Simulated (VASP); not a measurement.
Run report: ScAl3, geometry relaxation (part 1 of 2)

- system: ScAl3 (Pm-3m, 4 atoms in the cell)
- method: Kohn-Sham DFT of a periodic cell, PBE with D3(BJ), VASP PAW PBE potentials, recommended, no spin polarisation (VASP 6.6.1)

The structure derives from a Materials Project entry.

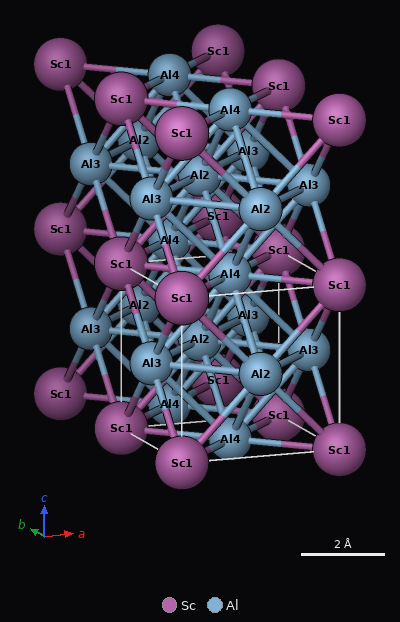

Fig. 1: The starting structure (ball-and-stick view of the cell of the calculation, repeated 1 × 2 × 2, seen slightly off an axis; atoms are numbered from 1 in the order of the input). An atom can appear more than once, as a periodic image. Near neighbours in the periodic cell (some may lie outside the picture): Sc has 12 Al at 2.89 Å; Al has 8 Al at 2.89 Å and 4 Sc at 2.89 Å.

### INCAR
```
PREC     = Accurate       # precision mode
ENCUT    = 600            # plane-wave cutoff, eV
EDIFF    = 1E-6           # SCF threshold, eV
ISMEAR   = 1              # smearing method
SIGMA    = 0.1            # smearing width, eV
LREAL    = F              # projectors in reciprocal space
LASPH    = T              # aspherical terms in the spheres
NELM     = 80             # most SCF steps
ALGO     = Normal         # electronic algorithm
ISIF     = 3              # what is computed and relaxed
LWAVE    = F              # write WAVECAR
LCHARG   = F              # write CHGCAR
GGA      = PE             # functional
IVDW     = 12             # dispersion correction
IBRION   = 2              # ionic algorithm
NSW      = 90             # ionic steps
EDIFFG   = -0.01          # ionic threshold
```

### KPOINTS
```
regular mesh
0
Gamma
  10 10 10
```

### POSCAR
```
ScAl3
1.0
    4.0878065700      0.0000000000      0.0000000000
    0.0000000000      4.0878065700      0.0000000000
    0.0000000000      0.0000000000      4.0878065700
Sc Al
1 3
Direct
    0.0000000000      0.0000000000      0.0000000000
    0.5000000000      0.0000000000      0.5000000000
    0.0000000000      0.5000000000      0.5000000000
    0.5000000000      0.5000000000      0.0000000000
```

Launched with:
```bash
cat potpaw_PBE.64/Sc_sv/POTCAR potpaw_PBE.64/Al/POTCAR > POTCAR
mpirun -np 1 vasp_std > vasp.out
```

### OSZICAR
```
N       E                     dE             d eps       ncg     rms          rms(c)
DAV:   1     0.126965595706E+03    0.12697E+03   -0.91013E+03  1568   0.145E+03
DAV:   2    -0.111172321505E+02   -0.13808E+03   -0.13608E+03  1580   0.375E+02
DAV:   3    -0.201294440948E+02   -0.90122E+01   -0.85056E+01  2468   0.794E+01
DAV:   4    -0.202881731144E+02   -0.15873E+00   -0.15841E+00  2262   0.107E+01
DAV:   5    -0.202915203860E+02   -0.33473E-02   -0.33463E-02  2208   0.165E+00    0.890E+00
DAV:   6    -0.193660856243E+02    0.92543E+00   -0.47492E+00  2602   0.256E+01    0.316E+00
DAV:   7    -0.193184858086E+02    0.47600E-01   -0.88810E-02  1900   0.264E+00    0.181E+00
DAV:   8    -0.192953529201E+02    0.23133E-01   -0.36780E-02  2322   0.160E+00    0.215E-01
DAV:   9    -0.192951061073E+02    0.24681E-03   -0.28987E-03  1948   0.407E-01    0.799E-02
DAV:  10    -0.192950598910E+02    0.46216E-04   -0.21108E-04  2424   0.154E-01    0.657E-02
DAV:  11    -0.192950585867E+02    0.13043E-05   -0.25163E-05  2306   0.355E-02    0.343E-02
DAV:  12    -0.192950526044E+02    0.59824E-05   -0.18694E-05  2068   0.315E-02    0.492E-03
DAV:  13    -0.192950527687E+02   -0.16434E-06   -0.72242E-07  1232   0.668E-03
   1 F= -.20811136E+02 E0= -.20811351E+02  d E =-.208111E+02
       N       E                     dE             d eps       ncg     rms          rms(c)
DAV:   1    -0.194337012372E+02   -0.13865E+00   -0.53561E+00  1880   0.370E+01    0.348E+00
DAV:   2    -0.192578908166E+02    0.17581E+00   -0.94376E-01  2220   0.137E+01    0.683E-01
DAV:   3    -0.192481196552E+02    0.97712E-02   -0.20885E-02  1760   0.121E+00    0.395E-01
DAV:   4    -0.192445599797E+02    0.35597E-02   -0.11163E-02  2022   0.876E-01    0.136E-01
DAV:   5    -0.192446160393E+02   -0.56060E-04   -0.25849E-03  2636   0.575E-01    0.865E-02
DAV:   6    -0.192444946533E+02    0.12139E-03   -0.85512E-04  2524   0.308E-01    0.214E-02
DAV:   7    -0.192444976738E+02   -0.30205E-05   -0.21630E-05  2472   0.535E-02    0.710E-03
DAV:   8    -0.192444953832E+02    0.22906E-05   -0.77674E-06  2184   0.319E-02    0.189E-03
DAV:   9    -0.192444952742E+02    0.10900E-06   -0.24328E-07   898   0.592E-03
   2 F= -.20824422E+02 E0= -.20824636E+02  d E =-.132864E-01
       N       E                     dE             d eps       ncg     rms          rms(c)
DAV:   1    -0.192803380107E+02   -0.35843E-01   -0.42580E-01  1892   0.103E+01    0.101E+00
DAV:   2    -0.192663070273E+02    0.14031E-01   -0.10072E-01  2366   0.437E+00    0.185E-01
DAV:   3    -0.192653283947E+02    0.97863E-03   -0.33134E-03  2346   0.477E-01    0.115E-01
DAV:   4    -0.192650074873E+02    0.32091E-03   -0.88408E-04  2078   0.286E-01    0.421E-02
DAV:   5    -0.192649995752E+02    0.79121E-05   -0.79597E-05  2484   0.978E-02    0.140E-02
DAV:   6    -0.192649963213E+02    0.32539E-05   -0.15800E-05  2490   0.378E-02    0.557E-03
DAV:   7    -0.192649962134E+02    0.10796E-06   -0.22971E-07   916   0.555E-03
   3 F= -.20826847E+02 E0= -.20827070E+02  d E =-.157112E-01
```

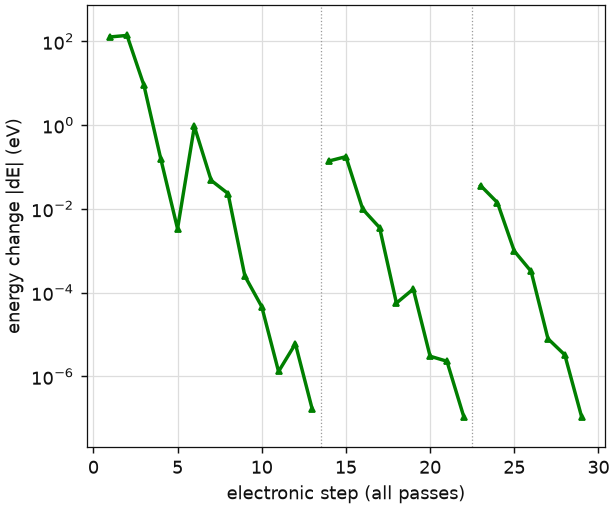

Fig. 2: Convergence of the self-consistent field: energy change |dE| against the electronic step. Each stretch between dotted lines is the SCF of one geometry step of a relaxation. The 3 ionic steps take 7 to 13 electronic steps each. The density is held fixed in the first few steps, and dE rises again when its update begins.

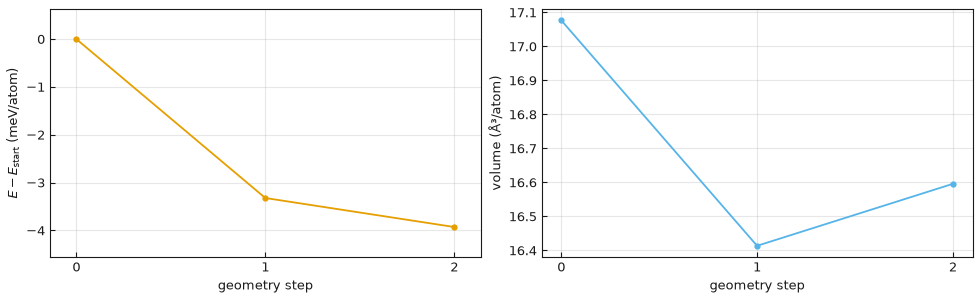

Fig. 3: Progress of the relaxation, step by step (steps are counted from 0).

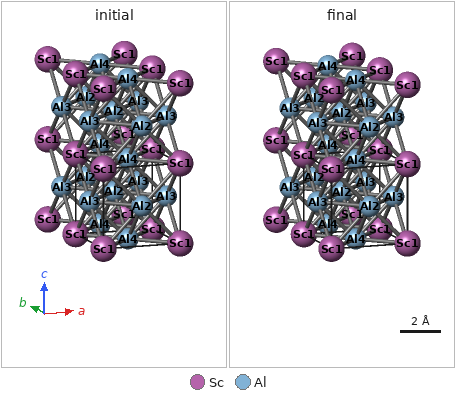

Fig. 4: Before (left) and after (right) the relaxation, at one scale (ball-and-stick view of the cell of the calculation, repeated 1 × 2 × 2, seen slightly off an axis). The atoms keep their places relative to the cell (all moves are under 0.005 Å). The volume changes by −2.8 %, with a = b = c 4.088 → 4.049 Å (−0.9 %). Distances before and after: Sc1–Al2 2.891 → 2.863 Å, Al2–Al3 2.891 → 2.863 Å. The space group stays Pm-3m (No. 221). After 2 geometry steps the energy has fallen by 3.9 meV per atom. All forces vanish by symmetry, so only the cell relaxes. (Atoms are counted from 1 in the order of the input.)

### Parts of OUTCAR
```
PREC = Accurate
   ENCUT = 600
   EDIFF = 1E-6
   ISMEAR = 1
   LREAL = F
   LASPH = T
   NELM = 80
   ISIF = 3
   GGA = PE
   IVDW = 12
   IBRION = 2
   NSW = 90
   EDIFFG = -0.01
 IVDW          = 12
 VDW_S6        =  1.00000000  s6, scaling of the dipole-dipole dispersion
 VDW_S8        =  0.78750002  s8, scaling of the dipole-quadrupole dispersion
 VDW_A1        =  0.42890000  a1, scaling of the critical radii
 VDW_A2        =  4.44070005  a2, offset of the critical radii
 VDW_RADIUS    = 50.20216178  two-body interaction cutoff (in Angstroms)
 VDW_CNRADIUS  = 21.16708996  CN, coordination number cutoff (in Angstroms)

 ion  position               nearest neighbor table
   1  0.000  0.000  0.000-   2 2.89   3 2.89   4 2.89   2 2.89   3 2.89   3 2.89   4 2.89   3 2.89
                             2 2.89   4 2.89   2 2.89   4 2.89
   2  0.500  0.000  0.500-   1 2.89   3 2.89   4 2.89   1 2.89   4 2.89   3 2.89   4 2.89   4 2.89
                             1 2.89   3 2.89   1 2.89   3 2.89
   3  0.000  0.500  0.500-   1 2.89   2 2.89   4 2.89   1 2.89   4 2.89   1 2.89   2 2.89   1 2.89
                             2 2.89   4 2.89   4 2.89   2 2.89
   4  0.500  0.500  0.000-   1 2.89   2 2.89   3 2.89   2 2.89   3 2.89   1 2.89   2 2.89   2 2.89
                             1 2.89   3 2.89   3 2.89   1 2.89

  LATTYP: Found a simple cubic cell.
 ALAT       =     4.0878065700

  Lattice vectors:

 A1 = (   4.0878065700,   0.0000000000,   0.0000000000)
 A2 = (   0.0000000000,   4.0878065700,   0.0000000000)
 A3 = (   0.0000000000,   0.0000000000,   4.0878065700)

Analysis of symmetry for initial positions (statically):
=====================================================================
 Subroutine PRICEL returns:
 Original cell was already a primitive cell.

 Routine SETGRP: Setting up the symmetry group for a
 simple cubic supercell.

 Subroutine GETGRP returns: Found 48 space group operations
 (whereof 48 operations were pure point group operations)
 out of a pool of 48 trial point group operations.

The static configuration has the point symmetry O_h .

Analysis of symmetry for dynamics (positions and initial velocities):
=====================================================================
 Subroutine PRICEL returns:
 Original cell was already a primitive cell.

 Routine SETGRP: Setting up the symmetry group for a
 simple cubic supercell.

 Subroutine GETGRP returns: Found 48 space group operations
 (whereof 48 operations were pure point group operations)
 out of a pool of 48 trial point group operations.

The dynamic configuration has the point symmetry O_h .

 Subroutine INISYM returns: Found 48 space group operations
 (whereof 48 operations are pure point group operations),
 and found     1 'primitive' translations

----------------------------------------------------------------------------------------

                                     Primitive cell

  volume of cell :      68.3079

  direct lattice vectors                    reciprocal lattice vectors
     4.087806570  0.000000000  0.000000000     0.244629970  0.000000000  0.000000000
     0.000000000  4.087806570  0.000000000     0.000000000  0.244629970  0.000000000
     0.000000000  0.000000000  4.087806570     0.000000000  0.000000000  0.244629970

  length of vectors
     4.087806570  4.087806570  4.087806570     0.244629970  0.244629970  0.244629970

  position of ions in fractional coordinates (direct lattice)
     0.000000000  0.000000000  0.000000000
     0.500000000  0.000000000  0.500000000
     0.000000000  0.500000000  0.500000000
     0.500000000  0.500000000  0.000000000

  ion indices of the primitive-cell ions
   primitive index   ion index
                 1           1
                 2           2
                 3           3
                 4           4

----------------------------------------------------------------------------------------

 KPOINTS: regular mesh

Automatic generation of k-mesh.
 Grid dimensions read from file:
 generate k-points for:   10   10   10

 Generating k-lattice:

  Cartesian coordinates                     Fractional coordinates (reciprocal lattice)
     0.024462997  0.000000000  0.000000000     0.100000000  0.000000000  0.000000000
     0.000000000  0.024462997  0.000000000     0.000000000  0.100000000  0.000000000
     0.000000000  0.000000000  0.024462997     0.000000000  0.000000000  0.100000000

  Length of vectors
     0.024462997  0.024462997  0.024462997

  Shift w.r.t. Gamma in fractional coordinates (k-lattice)
     0.000000000  0.000000000  0.000000000

 Subroutine IBZKPT returns following result:
 ===========================================

 Found     56 irreducible k-points:

 Following reciprocal coordinates:
            Coordinates               Weight
  0.000000  0.000000  0.000000      1.000000
  0.100000  0.000000  0.000000      6.000000
  0.200000  0.000000  0.000000      6.000000
  0.300000  0.000000  0.000000      6.000000
  0.400000  0.000000  0.000000      6.000000
  0.500000  0.000000  0.000000      3.000000
  0.100000  0.100000  0.000000     12.000000
  0.200000  0.100000  0.000000     24.000000
  0.300000  0.100000  0.000000     24.000000
  0.400000  0.100000  0.000000     24.000000
  0.500000  0.100000  0.000000     12.000000
  0.200000  0.200000  0.000000     12.000000
  0.300000  0.200000  0.000000     24.000000
  0.400000  0.200000  0.000000     24.000000
  0.500000  0.200000  0.000000     12.000000
  0.300000  0.300000  0.000000     12.000000
  0.400000  0.300000  0.000000     24.000000
  0.500000  0.300000  0.000000     12.000000
  0.400000  0.400000  0.000000     12.000000
  0.500000  0.400000  0.000000     12.000000
  0.500000  0.500000  0.000000      3.000000
  0.100000  0.100000  0.100000      8.000000
  0.200000  0.100000  0.100000     24.000000
  0.300000  0.100000  0.100000     24.000000
 [... further k-points ...]
```
